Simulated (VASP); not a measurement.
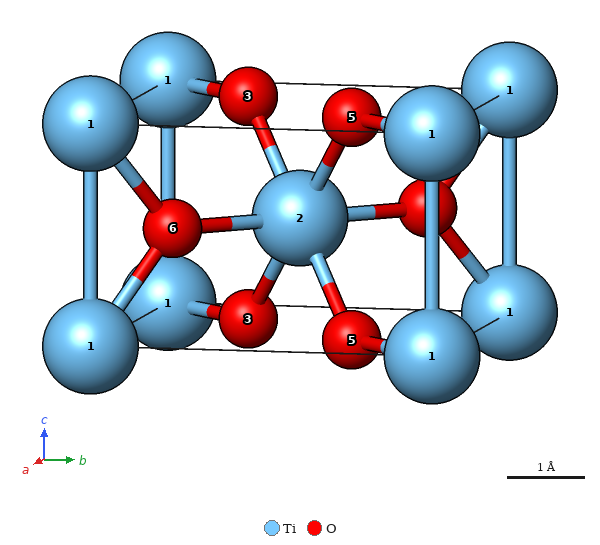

The starting structure (ball-and-stick view of the cell of the calculation, seen slightly off an axis; atoms are numbered from 1 in the order of the input). Near neighbours in the crystal (not all of them lie inside the picture): Ti has 6 O at 1.94 to 1.98 Å and 2 Ti at 2.94 Å; O has 3 Ti at 1.94 to 1.98 Å.

**TiO$_{2}$: geometry relaxation (part 1 of 2)**

TiO$_{2}$ (P4₂/mnm, 6 atoms in the cell), computed with Kohn-Sham DFT of a periodic cell, PBEsol, VASP PAW PBE potentials, recommended, no spin polarisation (VASP 6.6.1).

The structure derives from an entry of the Crystallography Open Database.

OSZICAR:
```
N       E                     dE             d eps       ncg     rms          rms(c)
DAV:   1     0.722403934048E+03    0.72240E+03   -0.27252E+04  3360   0.225E+03
DAV:   2     0.657731049089E+02   -0.65663E+03   -0.63686E+03  3480   0.620E+02
DAV:   3    -0.661821993022E+02   -0.13196E+03   -0.12616E+03  5256   0.228E+02
DAV:   4    -0.723384419416E+02   -0.61562E+01   -0.61484E+01  4548   0.538E+01
DAV:   5    -0.725921113320E+02   -0.25367E+00   -0.25360E+00  4816   0.933E+00    0.315E+01
DAV:   6    -0.566322883112E+02    0.15960E+02   -0.11066E+02  4132   0.103E+02    0.118E+01
DAV:   7    -0.562506854680E+02    0.38160E+00   -0.15661E+01  4280   0.315E+01    0.786E+00
DAV:   8    -0.563760229075E+02   -0.12534E+00   -0.49179E+00  4124   0.208E+01    0.493E+00
DAV:   9    -0.561114727648E+02    0.26455E+00   -0.27778E+00  4176   0.149E+01    0.151E+00
DAV:  10    -0.561058361418E+02    0.56366E-02   -0.15477E-01  4236   0.317E+00    0.206E-01
DAV:  11    -0.561069138560E+02   -0.10777E-02   -0.11842E-02  5036   0.695E-01    0.117E-01
DAV:  12    -0.561068712214E+02    0.42635E-04   -0.78726E-04  4284   0.224E-01    0.427E-02
DAV:  13    -0.561068406408E+02    0.30581E-04   -0.12183E-04  4564   0.792E-02    0.128E-02
DAV:  14    -0.561068409969E+02   -0.35616E-06   -0.23119E-05  3888   0.297E-02    0.848E-03
DAV:  15    -0.561068405754E+02    0.42153E-06   -0.10968E-05  4692   0.283E-02    0.506E-03
DAV:  16    -0.561068403474E+02    0.22799E-06   -0.17202E-06  4508   0.130E-02    0.316E-04
DAV:  17    -0.561068403364E+02    0.11006E-07   -0.39251E-08  2336   0.165E-03
   1 F= -.56106840E+02 E0= -.56106840E+02  d E =-.561068E+02
       N       E                     dE             d eps       ncg     rms          rms(c)
DAV:   1    -0.561068498377E+02   -0.94903E-05   -0.18366E-03  4040   0.334E-01    0.223E-02
DAV:   2    -0.561068462720E+02    0.35657E-05   -0.54601E-05  4176   0.666E-02    0.112E-02
DAV:   3    -0.561068442743E+02    0.19977E-05   -0.10860E-05  4228   0.237E-02    0.314E-03
DAV:   4    -0.561068441783E+02    0.96030E-07   -0.18531E-06  4288   0.750E-03    0.275E-03
DAV:   5    -0.561068441112E+02    0.67100E-07   -0.13271E-07  2288   0.433E-03
   2 F= -.56106844E+02 E0= -.56106844E+02  d E =-.377480E-05
```

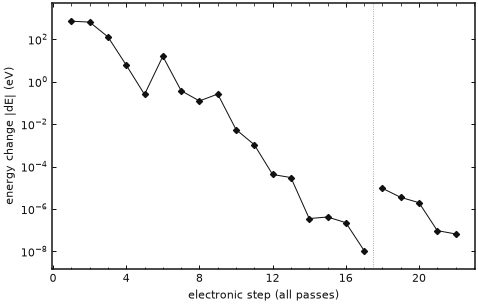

Convergence of the self-consistent field: energy change |dE| against the electronic step. Each stretch between dotted lines is the SCF of one geometry step of a relaxation. The 2 ionic steps take 5 to 17 electronic steps each. The density is held fixed in the first few steps, and dE rises again when its update begins.

Parts of OUTCAR:
```
SYSTEM = TiO2
   PREC = Accurate
   ENCUT = 600
   EDIFF = 1E-7
   ISMEAR = 0
   LREAL = .FALSE.
   LASPH = .TRUE.
   NELM = 80
   ISIF = 3
   GGA = PS
   IBRION = 2
   NSW = 90
   EDIFFG = -0.005

 ion  position               nearest neighbor table
   1  0.000  0.000  0.000-   4 1.94   6 1.94   4 1.94   6 1.94   5 1.98   3 1.98
   2  0.500  0.500  0.500-   3 1.94   5 1.94   3 1.94   5 1.94   4 1.98   6 1.98
   3  0.304  0.304  0.000-   2 1.94   2 1.94   1 1.98
   4  0.196  0.804  0.500-   1 1.94   1 1.94   2 1.98
   5  0.696  0.696  0.000-   2 1.94   2 1.94   1 1.98
   6  0.804  0.196  0.500-   1 1.94   1 1.94   2 1.98

  LATTYP: Found a simple tetragonal cell.
 ALAT       =     4.5924156965
 C/A-ratio  =     0.6405590215

  Lattice vectors:

 A1 = (   4.5924156965,   0.0000000000,   0.0000000000)
 A2 = (   0.0000000000,   4.5924156965,   0.0000000000)
 A3 = (   0.0000000000,   0.0000000000,   2.9417133051)

Analysis of symmetry for initial positions (statically):
=====================================================================
 Subroutine PRICEL returns:
 Original cell was already a primitive cell.

 Routine SETGRP: Setting up the symmetry group for a
 simple tetragonal supercell.

 Subroutine GETGRP returns: Found 16 space group operations
 (whereof  8 operations were pure point group operations)
 out of a pool of 16 trial point group operations.

The static configuration has the point symmetry D_2h.
 The point group associated with its full space group is D_4h.

Analysis of symmetry for dynamics (positions and initial velocities):
=====================================================================
 Subroutine PRICEL returns:
 Original cell was already a primitive cell.

 Routine SETGRP: Setting up the symmetry group for a
 simple tetragonal supercell.

 Subroutine GETGRP returns: Found 16 space group operations
 (whereof  8 operations were pure point group operations)
 out of a pool of 16 trial point group operations.

The dynamic configuration has the point symmetry D_2h.
 The point group associated with its full space group is D_4h.

 Subroutine INISYM returns: Found 16 space group operations
 (whereof  8 operations are pure point group operations),
 and found     1 'primitive' translations

----------------------------------------------------------------------------------------

                                     Primitive cell

  volume of cell :      62.0416

  direct lattice vectors                    reciprocal lattice vectors
     4.592415696  0.000000000  0.000000000     0.217750323  0.000000000  0.000000000
     0.000000000  4.592415696  0.000000000     0.000000000  0.217750323  0.000000000
     0.000000000  0.000000000  2.941713305     0.000000000  0.000000000  0.339937953

  length of vectors
     4.592415696  4.592415696  2.941713305     0.217750323  0.217750323  0.339937953

  position of ions in fractional coordinates (direct lattice)
     0.000000000  0.000000000  0.000000000
     0.500000000  0.500000000  0.500000000
     0.304284895  0.304284895  0.000000000
     0.195715105  0.804284895  0.500000000
     0.695715105  0.695715105  0.000000000
     0.804284895  0.195715105  0.500000000

  ion indices of the primitive-cell ions
   primitive index   ion index
                 1           1
                 2           2
                 3           3
                 4           4
                 5           5
                 6           6

----------------------------------------------------------------------------------------

 KPOINTS: Automatic mesh

Automatic generation of k-mesh.
 Grid dimensions read from file:
 generate k-points for:    6    6   10

 Generating k-lattice:

  Cartesian coordinates                     Fractional coordinates (reciprocal lattice)
     0.036291720  0.000000000  0.000000000     0.166666667  0.000000000  0.000000000
     0.000000000  0.036291720  0.000000000     0.000000000  0.166666667  0.000000000
     0.000000000  0.000000000  0.033993795     0.000000000  0.000000000  0.100000000

  Length of vectors
     0.036291720  0.036291720  0.033993795

  Shift w.r.t. Gamma in fractional coordinates (k-lattice)
     0.000000000  0.000000000  0.000000000

 Subroutine IBZKPT returns following result:
 ===========================================

 Found     60 irreducible k-points:

 Following reciprocal coordinates:
            Coordinates               Weight
  0.000000  0.000000  0.000000      1.000000
  0.166667  0.000000  0.000000      4.000000
  0.333333  0.000000  0.000000      4.000000
  0.500000  0.000000  0.000000      2.000000
  0.166667  0.166667  0.000000      4.000000
  0.333333  0.166667  0.000000      8.000000
  0.500000  0.166667  0.000000      4.000000
  0.333333  0.333333  0.000000      4.000000
  0.500000  0.333333  0.000000      4.000000
  0.500000  0.500000  0.000000      1.000000
  0.000000  0.000000  0.100000      2.000000
  0.166667  0.000000  0.100000      8.000000
  0.333333  0.000000  0.100000      8.000000
  0.500000  0.000000  0.100000      4.000000
  0.166667  0.166667  0.100000      8.000000
  0.333333  0.166667  0.100000     16.000000
  0.500000  0.166667  0.100000      8.000000
  0.333333  0.333333  0.100000      8.000000
  0.500000  0.333333  0.100000      8.000000
  0.500000  0.500000  0.100000      2.000000
  0.000000  0.000000  0.200000      2.000000
  0.166667  0.000000  0.200000      8.000000
  0.333333  0.000000  0.200000      8.000000
  0.500000  0.000000  0.200000      4.000000
 [... further k-points ...]
   k-points           NKPTS =     60   k-points in BZ     NKDIM =     60   number of bands    NBANDS=     28
   number of dos      NEDOS =    301   number of ions     NIONS =      6
   total plane-waves  NPLWV =  38400
   dimension x,y,z NGX =    40 NGY =   40 NGZ =   24
   dimension x,y,z NGXF=    80 NGYF=   80 NGZF=   48
   ions per type =               2   4
   NGX,Y,Z   is equivalent  to a cutoff of  14.48, 14.48, 13.56 a.u.
   NGXF,Y,Z  is equivalent  to a cutoff of  28.96, 28.96, 27.13 a.u.
 SYSTEM =  TiO2
   PREC   = accura    normal or accurate (medium, high low for compatibility)
   ISTART =      0    job   : 0-new  1-cont  2-samecut
   ICHARG =      2    charge: 1-file 2-atom 10-const
   ISPIN  =      1    spin polarized calculation?
   LNONCOLLINEAR =      F non collinear calculations
   LSORBIT =      F    spin-orbit coupling
   LASPH  =      T    aspherical Exc in radial PAW
   ENCUT  =  600.0 eV  44.10 Ry    6.64 a.u.   9.17  9.17  5.88*2*pi/ulx,y,z
   NELM   =     80;   NELMIN=  2; NELMDL= -5     # of ELM steps
   EDIFF  = 0.1E-06   stopping-criterion for ELM
   LREAL  =      F    real-space projection
   EDIFFG = -.5E-02   stopping-criterion for IOM
   NSW    =     90    number of steps for IOM
   IBRION =      2    ionic relax: 0-MD 1-quasi-New 2-CG
   NFREE  =      1    steps in history (QN), initial steepest desc. (CG)
   ISIF   =      3    stress and relaxation
   ISYM   =      2    0-nonsym 1-usesym 2-fastsym
   POTIM  = 0.5000    time-step for ionic-motion
   TEBEG  =    0.0;   TEEND  =   0.0 temperature during run
   PSTRESS=    0.0 pullay stress
   NELECT =      48.0000    total number of electrons
   NUPDOWN=      -1.0000    fix difference up-down
   EMIN   =  10.00;   EMAX   =-10.00  energy-range for DOS
   EFERMI =   0.00;   METHOD = LEGACY
   ISMEAR =     0;   SIGMA  =   0.03  broadening in eV -4-tet -1-fermi 0-gaus
   EFERMI_NEDOS =   21; number of points for ismear=-14 and -15
   IALGO  =     38    algorithm
   IMIX   =      4    mixing-type and parameters
     AMIX     =   0.40;   BMIX     =  1.00
     AMIX_MAG =   1.60;   BMIX_MAG =  1.00
  volume/ion in A,a.u.               =      10.34        69.78
  Fermi-wavevector in a.u.,A,eV,Ry     =   1.502892  2.840053 30.731251  2.258683
  Thomas-Fermi vector in A             =   2.614073
   LORBIT       =      0    0 simple, 1 ext, 2 COOP (PROOUT), +10 PAW based schemes
   GGA     = PS    functional components
   LHFCALC =     F    Hartree Fock is set to
   AEXX    =    0.0000 exact exchange contribution
   IVDW    =     0    specifies the selected vdW correction
   LEPSILON=     F    determine dielectric tensor
   LRPA    =     F    only Hartree local field effects (RPA)
 conjugate gradient relaxation of ions
 non-spin polarized calculation
 Gauss-broadening in eV      SIGMA  =   0.03
  energy-cutoff  :      600.00
  volume of cell :       62.04
 maximum number of plane-waves:      2092
 NGX is ok and might be reduce to    40
   NGX = 19   NGY = 19   NGZ = 11

--------------------------------------- Ionic step        1  -------------------------------------------

 number of electron      47.9999990 magnetization

 Free energy of the ion-electron system (eV)
  ---------------------------------------------------
  ext. energy  EPLUGINS =         0.00000000
  ---------------------------------------------------
  free energy    TOTEN  =       -56.10684034 eV

  energy without entropy =      -56.10684034  energy(sigma->0) =      -56.10684034

------------------------ aborting loop because EDIFF is reached ----------------------------------------

  FORCE on cell =-STRESS in cart. coord.  units (eV):
  Direction    XX          YY          ZZ          XY          YZ          ZX
  --------------------------------------------------------------------------------------
  -------------------------------------------------------------------------------------
  Total        0.0078928      0.0078928      0.0011677      0.0000000      0.0000000      0.0000000
  in kB        0.2038252      0.2038252      0.0301556      0.0000000      0.0000000      0.0000000
  external PRESSURE =       0.1459353 kB  Pullay stress =       0.0000000 kB

 VOLUME and BASIS-vectors are now :
 -----------------------------------------------------------------------------
  energy-cutoff  :      600.00
  volume of cell :       62.04
      direct lattice vectors                 reciprocal lattice vectors
     4.592415696  0.000000000  0.000000000     0.217750323  0.000000000  0.000000000
     0.000000000  4.592415696  0.000000000     0.000000000  0.217750323  0.000000000
     0.000000000  0.000000000  2.941713305     0.000000000  0.000000000  0.339937953

 POSITION                                       TOTAL-FORCE (eV/Angst)
```
